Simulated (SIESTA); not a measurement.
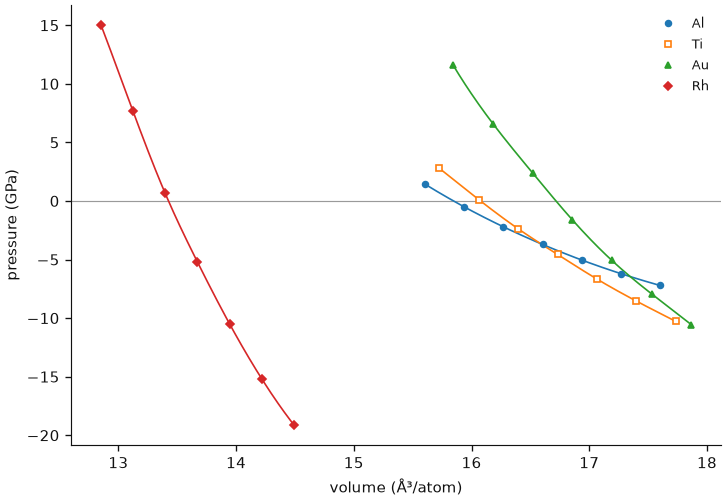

Figure. Pressure against volume, with one curve for each element, for Al, Au, Rh and Ti (all in space group Fm-3m (No. 225)).

Settings that differ: Al: k mesh 11×11×11; Ti: k mesh 11×11×11; Au: k mesh 11×11×11; Rh: k mesh 12×12×12.

The fitted equilibrium volumes, smallest first, are Rh 13.431, Al 15.846, Ti 16.075, Au 16.713 Å³/atom. The fitted bulk moduli, smallest first, are Al 89.7, Ti 122.3, Au 189.0, Rh 307.0 GPa. For Al, the pressure falls from 1.43 GPa at volume 15.61 Å³/atom to −7.20 GPa at 17.60 Å³/atom, and changes sign near 15.85 Å³/atom. For Ti, the pressure falls from 2.79 GPa at volume 15.73 Å³/atom to −10.27 GPa at 17.73 Å³/atom, and changes sign near 16.08 Å³/atom. For Au, the pressure falls from 11.60 GPa at volume 15.84 Å³/atom to −10.55 GPa at 17.87 Å³/atom, and changes sign near 16.72 Å³/atom.

Calculation (SIESTA 5.4.2): DFT in numerical atomic orbitals with pseudopotentials, no spin polarisation; energies at scaled volumes of the given cell, shape and fractions fixed, counted from the fit's minimum, third-order Birch-Murnaghan fit. Level: LDA.

occupations Fermi–Dirac; smearing width 0.05 eV; potentials PseudoDojo 0.4 standard, converted to PSML, two zetas on semicore shells.

Note: mulliken charges of long orbitals; short basis over semicore shells (Au); spin-orbit coupling left out, heavy elements (Au).
